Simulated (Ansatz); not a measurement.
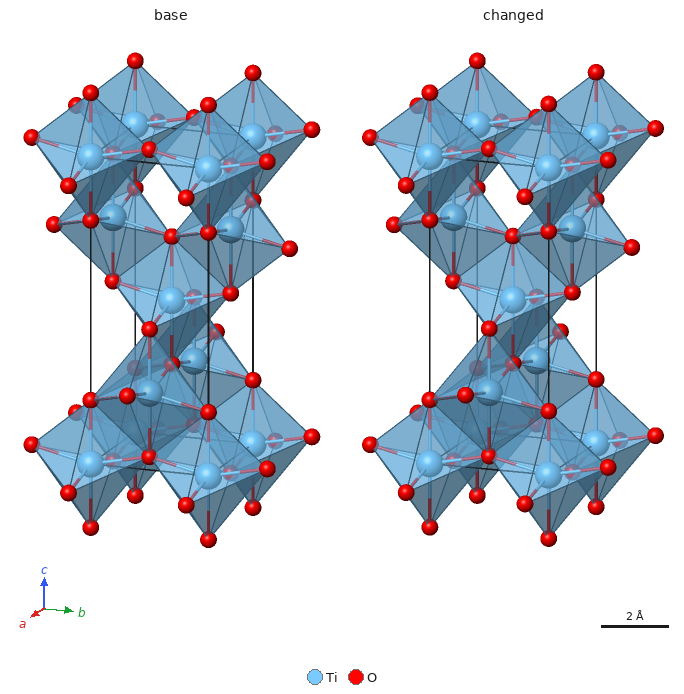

Left: crystalline TiO2 (built on the measured structure type) at its r2SCAN-relaxed geometry. Right: the same structure after one change, at the same scale. Style: polyhedral. Shown: the conventional cell (2 times the calculation's cell), slightly off an axis. Lengths and directions refer to the drawn axes.

Theory: DFT, r2SCAN, plane waves, PAW (Ansatz 0.2.0). Settings: plane-wave cutoff 500 eV; k-point mesh 10 × 10 × 10; occupations fixed; no spin polarisation.

> What distinguishes the right structure from the left one?

The cell is strained by +2.5 % along [1 −1 0], −2.5 % along [1 1 0], none along the third axis (volume −0.1 %). The atoms were relaxed with r2SCAN under that strain, and this is a single point on that geometry.

> What does the change do?

Energy change: +5.7 meV per atom. The pressure goes from 0.0 to 0.1 GPa. The principal stresses (compression positive) are 3.3 GPa along [1 1 0], 0.1 GPa along c, −3.2 GPa along [1 −1 0]. All forces vanish by symmetry. The space group (tolerance 0.01 Å) goes from I4_1/amd (No. 141) to Fddd (No. 70).
